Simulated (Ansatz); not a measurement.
## From CO2 to SiO2

System: CO2 (Imma, 12 atoms in the cell).
Method of run A: DFT LDA, scalar-relativistic, plane waves, PAW, no spin polarisation (Ansatz 0.2.0).
System of run B: SiO2 (12 atoms in the cell).

On run A: The structure was made by swapping elements on the sites of another compound; it need not be a known phase. On run B: The structure derives from a Materials Project entry. Text and figures count atoms from 1; the logs count them from 0 in places.

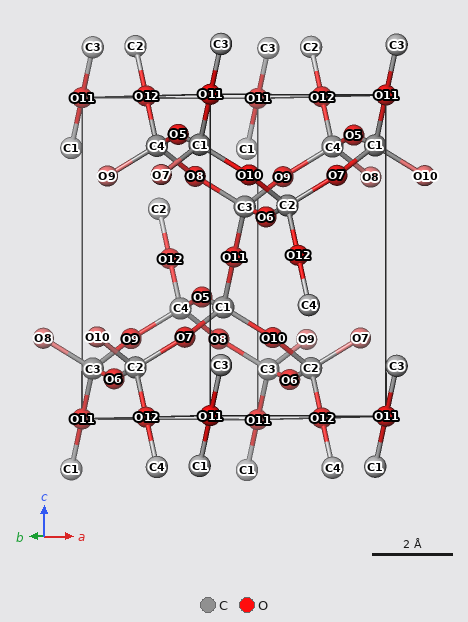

Fig. 1: The structure as given in the input (ball-and-stick view of the cell 2 times as large as that of the calculation, set on its symmetry axes, seen at an oblique angle; neighbours outside the cell are drawn fainter; atoms are numbered from 1 in the order of the input). An atom can appear more than once, as a periodic image. Near neighbours in the periodic cell (some may lie outside the picture): C has 4 O at 1.45 to 1.46 Å; O has 2 C at 1.45 to 1.46 Å.

## Input, run A
```yaml
crystal:
  lattice:
    - [-2.3821531367, 4.3158941023, 4.0415393733]
    - [2.3821531367, -4.3158941023, 4.0415393733]
    - [2.3821531367, 4.3158941023, -4.0415393733]
  atoms:
    - { symbol: C, position: [0.9275554307, 0.8441015156, 0.0834539151] }
    - { symbol: C, position: [0.7393523996, 0.1558984844, 0.5834539151] }
    - { symbol: C, position: [0.0724445693, 0.1558984844, 0.9165460849] }
    - { symbol: C, position: [0.2606476004, 0.8441015156, 0.4165460849] }
    - { symbol: O, position: [0.1278353151, 0.8778353151, 0.25] }
    - { symbol: O, position: [0.8721646849, 0.1221646849, 0.75] }
    - { symbol: O, position: [0.7902924887, 0.5, 0.7902924887] }
    - { symbol: O, position: [0.2097075113, 0.0, 0.7097075113] }
    - { symbol: O, position: [0.2097075113, 0.5, 0.2097075113] }
    - { symbol: O, position: [0.7902924887, 0.0, 0.2902924887] }
    - { symbol: O, position: [0.0, 0.0, 0.0] }
    - { symbol: O, position: [0.5, 0.0, 0.5] }
basis:
  ecutwfc: 420
kpoints:
  mp_grid: { grid: [4, 4, 4] }
hamiltonian:
  xc: lda
scf:
  occupations: { method: gaussian, width: 0.1 }
output:
  forces: true
  stress: true
  eigenvalues: true
```

Launched with:
```bash
ansatz run input.yaml --threads 2 --pin off --max-ram 5120MiB --backend cpu --events-out ev --progress --plain --runs-dir out
```

Hardware: 2 threads of Oxide Virtual Turin-like (Zen 5), 32 GiB of memory available, shared host.

## Output, shortened to warnings, some set-up lines, iterations and results (run A)
```
Basis set: ecut = 420 eV, 3265 PW (Γ)
Symmetry: 8 space group operations
k-points: 18 of 64
Initial density: superposition of atomic densities (neutral atoms: chi_scale 0, normalization atom), corrected by the library's trained network
[...]
SCF iter   1: F=—  HF=-5396.867833 eV  |F-HF|=—  |Δ(HF+E_count)|=         —  Δρ=7.80e-3  dr2=1.13e-1  ethr=1.77e-3  ⟨swp⟩=5.7  Hψ=3182  notcnv=0  defer=34
SCF iter   2: F=—  HF=-5396.839031 eV  |F-HF|=—  |Δ(HF+E_count)|=   2.88e-2  Δρ=3.83e-3  dr2=2.71e-2  ethr=1.77e-4  ⟨swp⟩=2.3  Hψ=1510  notcnv=0  defer=74
SCF iter   3: F=—  HF=-5396.837044 eV  |F-HF|=—  |Δ(HF+E_count)|=   1.99e-3  Δρ=2.28e-3  dr2=7.40e-3  ethr=4.24e-5  ⟨swp⟩=2.0  Hψ=1220  notcnv=0  defer=20
SCF iter   4: F=—  HF=-5396.835376 eV  |F-HF|=—  |Δ(HF+E_count)|=   1.67e-3  Δρ=4.75e-4  dr2=3.71e-4  ethr=1.16e-5  ⟨swp⟩=2.0  Hψ=1118  notcnv=0  defer=20
SCF iter   5: F=—  HF=-5396.835431 eV  |F-HF|=—  |Δ(HF+E_count)|=   5.57e-5  Δρ=1.22e-4  dr2=1.63e-5  ethr=5.80e-7  ⟨swp⟩=2.2  Hψ=1276  notcnv=0  defer=20
SCF iter   6: F=—  HF=-5396.835318 eV  |F-HF|=—  |Δ(HF+E_count)|=   1.13e-4  Δρ=8.14e-5  dr2=8.30e-6  ethr=2.54e-8  ⟨swp⟩=2.0  Hψ=1209  notcnv=0  defer=21
SCF iter   7: F=—  HF=-5396.835316 eV  |F-HF|=—  |Δ(HF+E_count)|=   1.75e-6  Δρ=1.36e-5  dr2=2.40e-7  ethr=1.30e-8  ⟨swp⟩=2.0  Hψ=1137  notcnv=0  defer=21
SCF iter   8: F=-5396.835316 eV  HF=-5396.835316 eV  |F-HF|=1.13e-10  |Δ(HF+E_count)|=   3.13e-9  Δρ=3.00e-6  dr2=8.81e-9  ethr=1.56e-10  ⟨swp⟩=10.5  Hψ=3019  notcnv=0
SCF 1 converged in 8 iterations: F = -5396.835316 eV  dr2 = 8.81e-9
SCF converged after 8 iterations
Free energy (F): -5396.835316 eV
Harris-Foulkes:  -5396.835316 eV  (|F-HF|=1.13e-10)
Internal energy: -5396.835316 eV  (E = F + TS)
E sigma→0 (E₀):  -5396.835316 eV
Fermi energy:    0.875256 eV
--- Per-component energies (eV) ---
  E_band       = -571.379113
  E_kinetic    = 1704.207817
  E_local      = -6128.400419  (includes V_loc(G=0)·N_el)
  E_nonlocal   = 501.586313
  E_hartree    = 2311.205167
  E_xc         = -744.351541
  E_vxc        = -948.958610  (∫ρ·V_xc dr)
  E_paw        = -1542.466452  (= ΣΔE_a)
  E_vpaw       = -322.249511  (= ΣTr[D̂ρ^β])
  E_aug_tail   = 0.020836  (compensation charges beyond the density's cutoff)
  E_ewald      = -1499.663739
  E_core_change = 1.026702  (= ΣΔE_core)
  E_smearing   = -0.000000  (= −TS)
  E_closure    = 0.000000  (closes the sum)
  Σ components = -5396.835316   (vs F -5396.835316, Δ=0.00e0)
--- Forces (eV/Å), atoms counted from 1 ---
  atom   1  C      0.00000000     2.26606951    -0.88793161
  atom   2  C      0.00000000     2.26606951     0.88793161
  atom   3  C      0.00000000    -2.26606951     0.88793161
  atom   4  C      0.00000000    -2.26606951    -0.88793161
  atom   5  O      0.00000000     0.00000000     0.91181466
  atom   6  O      0.00000000     0.00000000    -0.91181466
  atom   7  O      0.00000000    -0.93846459    -0.00000000
  atom   8  O      0.00000000     0.93846459     0.00000000
  atom   9  O      0.00000000     0.93846459    -0.00000000
  atom  10  O      0.00000000    -0.93846459     0.00000000
  atom  11  O      0.00000000     0.00000000     0.00000000
  atom  12  O      0.00000000     0.00000000     0.00000000
  max |Σ_I F_I| component: 5.55e-16 eV/Å
--- Stress (GPa, compression-positive) ---
      -31.345225       0.000000       0.000000
        0.000000     -24.090703       0.000000
        0.000000       0.000000     -32.326601
  P = ⅓ Tr σ = -29.2542 GPa (-292.542 kbar)
```

For run B the input was changed thus:
```diff
-    - [-2.3821531367, 4.3158941023, 4.0415393733]
-    - [2.3821531367, -4.3158941023, 4.0415393733]
-    - [2.3821531367, 4.3158941023, -4.0415393733]
+    - [-2.62333646, 4.776753505, 4.441674725]
+    - [2.62333646, -4.776753505, 4.441674725]
+    - [2.62333646, 4.776753505, -4.441674725]
-    - { symbol: C, position: [0.9275554307, 0.8441015156, 0.0834539151] }
-    - { symbol: C, position: [0.7393523996, 0.1558984844, 0.5834539151] }
-    - { symbol: C, position: [0.0724445693, 0.1558984844, 0.9165460849] }
-    - { symbol: C, position: [0.2606476004, 0.8441015156, 0.4165460849] }
-    - { symbol: O, position: [0.1278353151, 0.8778353151, 0.25] }
-    - { symbol: O, position: [0.8721646849, 0.1221646849, 0.75] }
-    - { symbol: O, position: [0.7902924887, 0.5, 0.7902924887] }
-    - { symbol: O, position: [0.2097075113, 0.0, 0.7097075113] }
-    - { symbol: O, position: [0.2097075113, 0.5, 0.2097075113] }
-    - { symbol: O, position: [0.7902924887, 0.0, 0.2902924887] }
+    - { symbol: Si, position: [0.9295488, 0.84494489, 0.08460391] }
+    - { symbol: Si, position: [0.73965902, 0.15505511, 0.58460391] }
+    - { symbol: Si, position: [0.0704512, 0.15505511, 0.91539609] }
+    - { symbol: Si, position: [0.26034098, 0.84494489, 0.41539609] }
+    - { symbol: O, position: [0.13068887, 0.88068887, 0.25] }
+    - { symbol: O, position: [0.86931113, 0.11931113, 0.75] }
+    - { symbol: O, position: [0.79317541, 0.5, 0.79317541] }
+    - { symbol: O, position: [0.20682459, 0.0, 0.70682459] }
+    - { symbol: O, position: [0.20682459, 0.5, 0.20682459] }
+    - { symbol: O, position: [0.79317541, 0.0, 0.29317541] }
```

Predict how the results change.

The total energies belong to different systems, so their difference says nothing on which is more stable or more accurate. The gap on the mesh goes from 2.19 to 5.42 eV. The pressure goes from −29.25 to −1.22 GPa. The largest force goes from 2.434 to 0.103 eV/Å. The volume per atom goes from 13.85 to 18.55 Å³. The SCF takes 7 iterations against 8. The plane waves at Γ go from 3265 to 4321.

## Output, shortened to warnings, some set-up lines, iterations and results (run B)
```
Basis set: ecut = 420 eV, 4321 PW (Γ)
Symmetry: 8 space group operations
k-points: 18 of 64
Initial density: superposition of atomic densities (neutral atoms: chi_scale 0, normalization atom), corrected by the library's trained network
[...]
SCF iter   1: F=—  HF=-6890.640299 eV  |F-HF|=—  |Δ(HF+E_count)|=         —  Δρ=1.13e-2  dr2=2.55e-1  ethr=1.77e-3  ⟨swp⟩=7.9  Hψ=4311  notcnv=0  defer=8
SCF iter   2: F=—  HF=-6890.569941 eV  |F-HF|=—  |Δ(HF+E_count)|=   7.04e-2  Δρ=3.18e-3  dr2=7.21e-3  ethr=3.98e-4  ⟨swp⟩=2.0  Hψ=1482  notcnv=0  defer=100
SCF iter   3: F=—  HF=-6890.567986 eV  |F-HF|=—  |Δ(HF+E_count)|=   1.95e-3  Δρ=1.30e-3  dr2=2.03e-3  ethr=1.13e-5  ⟨swp⟩=2.0  Hψ=1117  notcnv=0  defer=46
SCF iter   4: F=—  HF=-6890.567421 eV  |F-HF|=—  |Δ(HF+E_count)|=   5.65e-4  Δρ=3.68e-4  dr2=2.03e-4  ethr=3.18e-6  ⟨swp⟩=1.8  Hψ=1040  notcnv=0  defer=46
SCF iter   5: F=—  HF=-6890.567369 eV  |F-HF|=—  |Δ(HF+E_count)|=   5.21e-5  Δρ=8.27e-5  dr2=1.43e-5  ethr=3.17e-7  ⟨swp⟩=2.0  Hψ=1081  notcnv=0  defer=46
SCF iter   6: F=—  HF=-6890.567388 eV  |F-HF|=—  |Δ(HF+E_count)|=   1.92e-5  Δρ=1.24e-5  dr2=2.96e-7  ethr=2.24e-8  ⟨swp⟩=2.0  Hψ=1089  notcnv=0  defer=45
SCF iter   7: F=-6890.567388 eV  HF=-6890.567388 eV  |F-HF|=1.36e-8  |Δ(HF+E_count)|=   1.73e-7  Δρ=3.80e-6  dr2=2.32e-8  ethr=1.56e-10  ⟨swp⟩=11.3  Hψ=3543  notcnv=0
SCF 1 converged in 7 iterations: F = -6890.567388 eV  dr2 = 2.32e-8
SCF converged after 7 iterations
Free energy (F): -6890.567388 eV
Harris-Foulkes:  -6890.567388 eV  (|F-HF|=1.36e-8)
Internal energy: -6890.567388 eV  (E = F + TS)
E sigma→0 (E₀):  -6890.567388 eV
Fermi energy:    1.877848 eV
--- Per-component energies (eV) ---
  E_band       = -501.752770
  E_kinetic    = 1602.165764
  E_local      = -6078.330649  (includes V_loc(G=0)·N_el)
  E_nonlocal   = 501.754595
  E_hartree    = 2364.863285
  E_xc         = -801.817804
  E_vxc        = -938.219078  (∫ρ·V_xc dr)
  E_paw        = -3132.943601  (= ΣΔE_a)
  E_vpaw       = -318.872947  (= ΣTr[D̂ρ^β])
  E_aug_tail   = 0.021380  (compensation charges beyond the density's cutoff)
  E_ewald      = -1347.393053
  E_core_change = 1.112695  (= ΣΔE_core)
  E_smearing   = -0.000000  (= −TS)
  E_closure    = -0.000000  (closes the sum)
  Σ components = -6890.567388   (vs F -6890.567388, Δ=0.00e0)
--- Forces (eV/Å), atoms counted from 1 ---
  atom   1  Si     0.00000000     0.08743122    -0.05517870
  atom   2  Si     0.00000000     0.08743122     0.05517870
  atom   3  Si     0.00000000    -0.08743122     0.05517870
  atom   4  Si     0.00000000    -0.08743122    -0.05517870
  atom   5  O      0.00000000     0.00000000    -0.03357730
  atom   6  O      0.00000000     0.00000000     0.03357730
  atom   7  O      0.00000000     0.03409374    -0.00000000
  atom   8  O      0.00000000    -0.03409374    -0.00000000
  atom   9  O      0.00000000    -0.03409374    -0.00000000
  atom  10  O      0.00000000     0.03409374    -0.00000000
  atom  11  O      0.00000000     0.00000000    -0.00000000
  atom  12  O      0.00000000     0.00000000     0.00000000
  max |Σ_I F_I| component: 1.47e-17 eV/Å
--- Stress (GPa, compression-positive) ---
       -1.273773       0.000000       0.000000
        0.000000      -1.189738       0.000000
        0.000000       0.000000      -1.183202
  P = ⅓ Tr σ = -1.2156 GPa (-12.156 kbar)
```

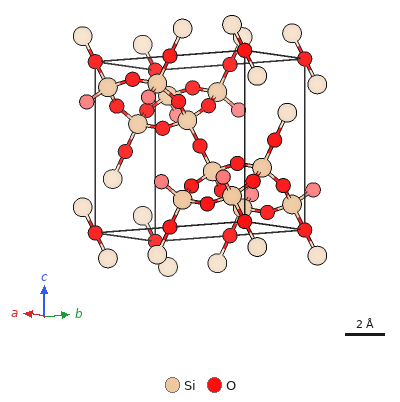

Fig. 2: The input structure of run B (ball-and-stick view of the cell 2 times as large as that of the calculation, set on its symmetry axes, seen at an oblique angle; neighbours outside the cell are drawn fainter). An atom can appear more than once, as a periodic image.

## The two runs side by side

```tsv
quantity	run A	run B
outcome	converged	converged
free energy per atom (eV)	−449.7363	−574.2139
gap on the mesh (eV)	2.19	5.42
pressure (GPa)	−29.25	−1.22
volume per atom (Å³)	13.85	18.55
largest force (eV/Å)	2.434	0.103
SCF iterations	8	7
irreducible k-points	18	18
plane waves at Γ	3265	4321
wall time (shared host)	3.8 s	4.4 s
```

For run A: The cell is under a tension of 29 GPa at this level, so it is not at its equilibrium volume.
